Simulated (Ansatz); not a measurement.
# Screened interactions in TiSe2 (1T sheet), part 2 of 2

Aim: U, U′ and J for the Ti t2g shell of TiSe2 (1T sheet).

Ansatz 0.2.0; non-magnetic PBE, then constrained RPA, plane waves, PAW.

So far. Step 3 (Constrained RPA: Ti t2g + anion p, bands v6 to c3 …): On the Ti t2g shell, screening brings the on-site interaction from 16.0 eV down to U = 4.96 eV.

## Step 4: Constrained RPA: Ti d + anion p, bands v6 to c5, 6×6×1 mesh, medium accuracy

Level of this step: constrained RPA on PBE, plane waves, PAW (Ansatz).

The input, input.yaml:

```yaml
crystal:
  lattice:
    - [0.0, 2.50360319, 2.50360319]
    - [2.50360319, -2.50360319, 0.0]
    - [17.15388013, 17.15388013, -17.15388013]
  atoms:
    - { symbol: Ti, position: [0.0, 0.0, 0.318997104] }
    - { symbol: Se, position: [0.3333333333, 0.6666666667, 0.3710382025] }
    - { symbol: Se, position: [0.6666666667, 0.3333333333, 0.2669560056] }
  periodic: [true, true, false]
kpoints:
  mp_grid: { grid: [12, 12, 1] }
hamiltonian:
  xc: pbe
scf:
  occupations: { method: gaussian, width: 0.08 }
  n_extra_bands: 19
  max_iter: 150
  lower_state_search: "off"
output:
  crpa:
    kmesh: [6, 6, 1]
    target_bands: [v6, c5]
    projections: [{ species: Ti, l: d, shell: 3 }, { species: Se, l: p, shell: 4 }]
  local_orbitals:
    kmesh: [12, 12, 1]
    orbitals: [{ species: Ti, l: d, shell: 3 }, { species: Se, l: p, shell: 4 }]
    window: { bands: [v6, c5] }
    seedname: lo
```

Started as:

```bash
ansatz run input.yaml --threads 4 --pin off --max-ram 14745MiB --backend cpu --events-out ev --progress --plain --runs-dir out
```

Numbers of over 12 decimals in the logs are rounded to 6 here.

What it wrote:

```text
[...]
Crystal: 3 atoms, lattice volume = 322.563 Å³
Basis set: ecut = 420 eV, 6261 PW (Γ)
Bands: 41, of which v1, the nominal top of the filled ones, is band 22 counted from 1 (21 counted from 0)
Symmetry: 12 space group operations
[...]
k-points: 19 of 144
[...]
SCF iter   1: F=—  HF=-13441.192898 eV  |F-HF|=—  |Δ(HF+E_count)|=         —  Δρ=1.06e-3  dr2=6.17e-3  ethr=1.77e-3  ⟨swp⟩=9.5  Hψ=4790  notcnv=0  defer=149
[...]
SCF iter   6: F=-13441.189621 eV  HF=-13441.189621 eV  |F-HF|=2.48e-7  |Δ(HF+E_count)|=   1.06e-6  Δρ=4.81e-6  dr2=6.14e-8  ethr=2.27e-10  ⟨swp⟩=16.9  Hψ=6233  notcnv=0
SCF 1 converged in 6 iterations: F = -13441.189621 eV  dr2 = 6.14e-8
[...]
cRPA screening: q 1/36
cRPA screening: q 2/36
cRPA screening: q 6/36 (q-point 3)
cRPA screening: q 10/36 (q-point 4)
cRPA screening: q 12/36 (q-point 8)
cRPA screening: q 14/36 (q-point 9)
cRPA screening: q 18/36 (q-point 10)
cRPA screening: q 22/36 (q-point 11)
cRPA screening: q 26/36 (q-point 12)
cRPA screening: q 28/36 (q-point 15)
cRPA screening: q 30/36 (q-point 16)
cRPA screening: q 34/36 (q-point 17)
cRPA screening: q 36/36 (q-point 22)
SCF converged after 6 iterations
Free energy (F): -13441.189621 eV
[...]
Internal energy: -13441.185775 eV  (E = F + TS)
E sigma→0 (E₀):  -13441.187698 eV
Entropy (-TS):   -0.003846 eV (-1.282 meV/atom)
Fermi energy:    -5.352666 eV
[...]
--- Band table (eV; the first three rows and the last of 19) ---
  k-point 0: bands = [... 18 lower, -7.5194, -6.7256, -4.8816, -4.8816, -4.8663, -4.8663, -4.5151, -1.8541, ... 15 higher]
  k-point 1: bands = [... 18 lower, -7.4995, -6.4836, -5.7283, -5.4012, -4.7454, -4.3861, -4.2319, -2.2374, ... 15 higher]
  k-point 2: bands = [... 18 lower, -7.4585, -6.9048, -6.2487, -5.8728, -4.8546, -4.0427, -3.9718, -2.7534, ... 15 higher]
  k-point 18: bands = [... 18 lower, -9.2391, -7.9778, -7.5832, -7.5832, -4.2207, -3.9039, -3.9039, -2.4447, ... 15 higher]
  the weakly bound empty levels are not read free of the cell's end (no_gap_told)
[...]
bands read: the sum over 54 bands ends inside a degenerate multiplet in 3 slots, whose members it reads at an even weight; the widest, k=0: bands 54 to 55 (counted from 1) at 1/2 each
  χ-basis size per q: N_G = 1146..1178
[...]
Site 0, 3D, 5 of 5 d orbitals (Wannier functions 1, 2, 3, 4, 5; wannier90's mr 1, 2, 3, 4, 5):
      screened: U = 9.4527 eV, U' = 8.4883 eV, J = 0.4688 eV
      screened, to within: U = 2.5e-2 eV, U' = 2.5e-2 eV, J = 8.3e-4 eV
      bare: V = 16.9052 eV, V' = 15.7179 eV, J = 0.5781 eV
    Site 1, 4P, 3 of 3 p orbitals (Wannier functions 6, 7, 8; wannier90's mr 1, 2, 3):
      screened: U = 6.4692 eV, U' = 5.6045 eV, J = 0.4252 eV
      screened, to within: U = 1.8e-2 eV, U' = 1.8e-2 eV, J = 1.1e-3 eV
      bare: V = 11.2411 eV, V' = 9.9579 eV, J = 0.6294 eV
    Site 2, 4P, 3 of 3 p orbitals (Wannier functions 9, 10, 11; wannier90's mr 1, 2, 3):
      screened: U = 6.4692 eV, U' = 5.6045 eV, J = 0.4252 eV
      screened, to within: U = 1.8e-2 eV, U' = 1.8e-2 eV, J = 1.1e-3 eV
      bare: V = 11.2411 eV, V' = 9.9579 eV, J = 0.6294 eV
[...]
```

It took 13 min on 4 threads of Arm Neoverse V1, shared host; peak memory 2.3 GiB; 50 min of CPU time.

This step gave:

* U: 9.453 eV
* U prime (inter-orbital): 8.488 eV
* J: 0.4688 eV
* bare V: 16.91 eV
* bare J: 0.5781 eV
* stated bound on U: 0.02403 eV
* U over bare V: 0.5592
* electrons in the window: 12.00
* head of the constrained inverse dielectric matrix: 0.8349
* least eigenvalue of the projection's overlap: 0.7099
* target functions: 11
* bands in the sums: 54
* r.m.s. miss of the model bands: 4.32e-4 eV
* width of the target bands: 8.581 eV
* weight of the projected orbitals in the window: 0.9529

On the Ti d shell, screening brings the on-site interaction from 16.9 eV down to U = 9.45 eV.

Kanamori averages over each shell's functions. Crpa shells, by row:

| site | element | shell | orbitals | U (eV) | U' (eV) | J (eV) | bare V (eV) | bare V' (eV) | bare J (eV) | bound on U (eV) |
| --- | --- | --- | --- | --- | --- | --- | --- | --- | --- | --- |
| 1 | Ti | 3D | 5 | 9.453 | 8.488 | 0.4688 | 16.91 | 15.72 | 0.5781 | 0.02403 |
| 2 | Se | 4P | 3 | 6.469 | 5.605 | 0.4252 | 11.24 | 9.958 | 0.6294 | 0.01792 |
| 3 | Se | 4P | 3 | 6.469 | 5.605 | 0.4252 | 11.24 | 9.958 | 0.6294 | 0.01792 |

Density-density elements U_iijj, eV. U matrix, by row:

| orbital | Ti1 dz2 | Ti1 dxz | Ti1 dyz | Ti1 dx2-y2 | Ti1 dxy | Se2 pz | Se2 px | Se2 py | Se3 pz | Se3 px | Se3 py |
| --- | --- | --- | --- | --- | --- | --- | --- | --- | --- | --- | --- |
| Ti1 dz2 | 9.8 | 8.724 | 8.724 | 8.591 | 8.342 | 3.153 | 3.563 | 3.144 | 3.801 | 3.292 | 3.292 |
| Ti1 dxz | 8.724 | 9.221 | 8.237 | 8.469 | 8.237 | 3.257 | 3.695 | 3.221 | 3.695 | 3.257 | 3.221 |
| Ti1 dyz | 8.724 | 8.237 | 9.221 | 8.469 | 8.237 | 3.099 | 3.472 | 3.099 | 3.695 | 3.221 | 3.257 |
| Ti1 dx2-y2 | 8.591 | 8.469 | 8.469 | 9.8 | 8.851 | 3.24 | 3.722 | 3.249 | 3.483 | 3.1 | 3.1 |
| Ti1 dxy | 8.342 | 8.237 | 8.237 | 8.851 | 9.221 | 3.221 | 3.695 | 3.257 | 3.472 | 3.099 | 3.099 |
| Se2 pz | 3.153 | 3.257 | 3.099 | 3.24 | 3.221 | 6.469 | 5.605 | 5.605 | 2.655 | 2.687 | 2.574 |
| Se2 px | 3.563 | 3.695 | 3.472 | 3.722 | 3.695 | 5.605 | 6.469 | 5.605 | 2.687 | 2.655 | 2.574 |
| Se2 py | 3.144 | 3.221 | 3.099 | 3.249 | 3.257 | 5.605 | 5.605 | 6.469 | 2.574 | 2.574 | 2.501 |
| Se3 pz | 3.801 | 3.695 | 3.695 | 3.483 | 3.472 | 2.655 | 2.687 | 2.574 | 6.469 | 5.605 | 5.605 |
| Se3 px | 3.292 | 3.257 | 3.221 | 3.1 | 3.099 | 2.687 | 2.655 | 2.574 | 5.605 | 6.469 | 5.605 |
| Se3 py | 3.292 | 3.221 | 3.257 | 3.1 | 3.099 | 2.574 | 2.574 | 2.501 | 5.605 | 5.605 | 6.469 |

Exchange elements U_ijji, eV. J matrix, by row:

| orbital | Ti1 dz2 | Ti1 dxz | Ti1 dyz | Ti1 dx2-y2 | Ti1 dxy | Se2 pz | Se2 px | Se2 py | Se3 pz | Se3 px | Se3 py |
| --- | --- | --- | --- | --- | --- | --- | --- | --- | --- | --- | --- |
| Ti1 dz2 | - | 0.38 | 0.38 | 0.605 | 0.56 | 0.008 | 0.041 | 0.01 | 0.123 | 0.026 | 0.026 |
| Ti1 dxz | 0.38 | - | 0.481 | 0.5 | 0.481 | 0.039 | 0.078 | 0.007 | 0.078 | 0.039 | 0.007 |
| Ti1 dyz | 0.38 | 0.481 | - | 0.5 | 0.481 | 0.004 | 0.018 | 0.004 | 0.078 | 0.007 | 0.039 |
| Ti1 dx2-y2 | 0.605 | 0.5 | 0.5 | - | 0.32 | 0.021 | 0.096 | 0.019 | 0.014 | 0.003 | 0.003 |
| Ti1 dxy | 0.56 | 0.481 | 0.481 | 0.32 | - | 0.007 | 0.078 | 0.039 | 0.018 | 0.004 | 0.004 |
| Se2 pz | 0.008 | 0.039 | 0.004 | 0.021 | 0.007 | - | 0.425 | 0.425 | 0.008 | 0.012 | 0.004 |
| Se2 px | 0.041 | 0.078 | 0.018 | 0.096 | 0.078 | 0.425 | - | 0.425 | 0.012 | 0.008 | 0.004 |
| Se2 py | 0.01 | 0.007 | 0.004 | 0.019 | 0.039 | 0.425 | 0.425 | - | 0.004 | 0.004 | 0 |
| Se3 pz | 0.123 | 0.078 | 0.078 | 0.014 | 0.018 | 0.008 | 0.012 | 0.004 | - | 0.425 | 0.425 |
| Se3 px | 0.026 | 0.039 | 0.007 | 0.003 | 0.004 | 0.012 | 0.008 | 0.004 | 0.425 | - | 0.425 |
| Se3 py | 0.026 | 0.007 | 0.039 | 0.003 | 0.004 | 0.004 | 0.004 | 0 | 0.425 | 0.425 | - |

Projected local orbitals of the target window. The electronic bands at the labelled points (eV, zero at the Fermi level; # counts the bands kept):

| point | #3 | #4 | #5 | #6 | #7 | #8 | #9 | #10 |
| --- | --- | --- | --- | --- | --- | --- | --- | --- |
| Γ | -2.17 | -1.37 | 0.47 | 0.47 | 0.49 | 0.49 | 0.84 | 3.50 |
| M | -2.62 | -2.28 | -1.85 | -1.05 | 0.00 | 1.35 | 1.72 | 3.37 |
| K | -3.89 | -2.63 | -2.23 | -2.23 | 1.13 | 1.45 | 1.45 | 2.91 |
| Γ | -2.17 | -1.37 | 0.47 | 0.47 | 0.49 | 0.49 | 0.84 | 3.50 |

The same for Kohn-Sham, solved directly:

| point | #3 | #4 | #5 | #6 | #7 | #8 | #9 | #10 |
| --- | --- | --- | --- | --- | --- | --- | --- | --- |
| Γ | -2.17 | -1.37 | 0.47 | 0.47 | 0.49 | 0.49 | 0.84 | 3.50 |
| M | -2.62 | -2.28 | -1.85 | -1.05 | 0.00 | 1.35 | 1.72 | 3.37 |
| K | -3.89 | -2.63 | -2.23 | -2.23 | 1.13 | 1.45 | 1.45 | 2.91 |
| Γ | -2.17 | -1.37 | 0.47 | 0.47 | 0.49 | 0.49 | 0.84 | 3.50 |

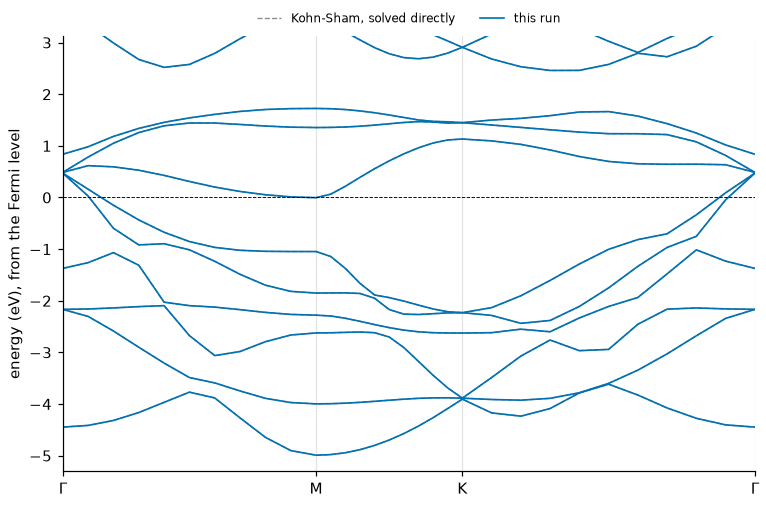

Electronic bands along the path; dashed: Kohn-Sham, solved directly.

Onsite levels, by row:

| orbital | level less Fermi level (eV) |
| --- | --- |
| Ti1 dz2 | 0.9695 |
| Ti1 dxz | 0.4412 |
| Ti1 dyz | 0.4412 |
| Ti1 dx2-y2 | 0.9695 |
| Ti1 dxy | 0.4412 |
| Se2 pz | -1.566 |
| Se2 px | -1.566 |
| Se2 py | -1.566 |
| Se3 pz | -1.566 |
| Se3 px | -1.566 |
| Se3 py | -1.566 |

Largest distinct elements between sites. Hoppings, by row:

| from | to | cell | distance (Å) | t (eV) |
| --- | --- | --- | --- | --- |
| Se3 pz | Ti1 dz2 | 0 0 0 | 2.563 | 1.495 |
| Se3 py | Ti1 dx2-y2 | 1 0 0 | 2.563 | 1.295 |
| Ti1 dyz | Se2 py | -1 -1 0 | 2.563 | 0.7927 |
| Se3 px | Ti1 dz2 | 1 1 0 | 2.563 | 0.7477 |
| Se3 py | Se3 pz | 1 0 0 | 3.541 | 0.5595 |
| Se3 py | Se2 pz | 0 -1 0 | 3.707 | -0.4426 |
| Ti1 dyz | Ti1 dyz | -1 0 0 | 3.541 | -0.3587 |
| Se2 py | Se2 px | 0 -1 0 | 3.541 | -0.3583 |
| Se3 py | Se3 py | -1 0 0 | 3.541 | 0.3081 |
| Se2 pz | Se3 pz | 0 1 0 | 3.707 | 0.3051 |
| Ti1 dx2-y2 | Ti1 dx2-y2 | 0 1 0 | 3.541 | -0.2009 |
| Ti1 dz2 | Ti1 dz2 | -1 -1 0 | 3.541 | -0.145 |

## Step 5: The windows together

Times are wall times on 4 threads of Arm Neoverse V1, shared host, good to a factor of about two.

| target | bands | functions | width (eV) | bare V (eV) | U (eV) | U′ (eV) | J (eV) | U/V | time |
| --- | --- | --- | --- | --- | --- | --- | --- | --- | --- |
| Ti t2g + anion p | v6–c3 | 9 | 6.72 | 16.00 | 4.96 | 4.03 | 0.46 | 0.31 | 8.9 min |
| Ti d + anion p | v6–c5 | 11 | 8.58 | 16.91 | 9.45 | 8.49 | 0.47 | 0.56 | 13 min |

## Step 6: Outcome

```
Ti t2g + anion p : U 4.96 eV, U′ 4.03 eV, J 0.46 eV, bare V 16.0 eV
Ti d + anion p   : U 9.45 eV, U′ 8.49 eV, J 0.47 eV, bare V 16.9 eV
method           : constrained RPA on non-magnetic PBE, 6×6×1 mesh, static; search for lower states off
```

**Reading.** For Ti t2g + anion p, screening cuts the on-site interaction from 16.00 eV to 4.96 eV (31 %), while J goes only from 0.58 eV to 0.46 eV: the monopole is screened far more than the multipoles. U − 2J differs from U′ by +0.01 eV, so the Kanamori relation holds well. With the window Ti d + anion p U becomes 9.45 eV and the bare V 16.91 eV, so U/V goes from 0.31 to 0.56. The parent state is non-magnetic and the interaction static (zero frequency); U depends on the window and the orbitals, so it belongs to this model alone. The bands cross the Fermi level under this constraint, which need not be the crystal's state: magnetic order, correlation or a lattice distortion may open a gap. A window that holds the anion p bands defines a model with explicit ligands; its U belongs to that model and is not the U of DFT+U.

[Paths, hosts, dates, memory and timing lines, banners, echoed tables and standing remarks are left out of the program output.]

[Logs are printed without paths, hosts, clocks, repeated set-up lines and the standing remarks that a program may print on its own settings, such as how far it seeks lower states.]

[Runs of the session that timed out or met a known fault of the program may be left out.]

[Hosts, paths, dates, database ids (printed as entryN), source tags and the programs' standing remarks are cut or masked in the printed files.]
